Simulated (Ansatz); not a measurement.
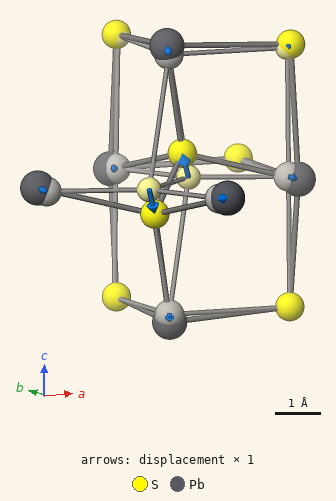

A relaxation of a defect cell of composition S33Pb32 (cell charge −2). The starting structure is drawn faded, the final one solid; blue arrows show the displacements, at their true length.

A ball-and-stick model of the atoms within 4.2 Å of the atom that moves most (axes of the cell of the calculation (origin shifted)), seen slightly off an axis.

All numbers below come from DFT, PBEsol, PAW, plane waves (Ansatz 0.2.0). (plane-wave cutoff 420 eV; k-point mesh 1 × 1 × 1; mesh shifted by (0.25, 0.25, 0.25); no spin polarisation; atoms relaxed in a fixed cell; force threshold 0.03 eV/Å; at most 80 steps)

> Which element moves most?

Sulfur: up to 0.67 Å, against 0.24 Å for lead.

> What did the optimiser do to the structure, and how much energy did it gain?

The largest moves, 0.67 Å, are those of S atoms. Largest moves by element: S 0.67 Å, Pb 0.24 Å. The cell doesn't change. Some distances before and after: Pb–S 3.121 → 3.790 Å, Pb–S 3.180 → 3.800 Å, Pb–S 2.242 → 2.710 Å, Pb–S 3.159 → 2.714 Å. Bond angles that change, for instance: Pb–S–Pb 132.4° → 113.1°, Pb–S–Pb 131.2° → 114.3°, S–S–Pb 114.8° → 105.3°. After 8 geometry steps the energy has fallen by 3.360 eV per cell of the calculation. The largest force component goes from 4.9 to 0.019 eV/Å.

Limits of the set-up: the cell is charged, on a uniform background, and energies carry no finite-size correction.
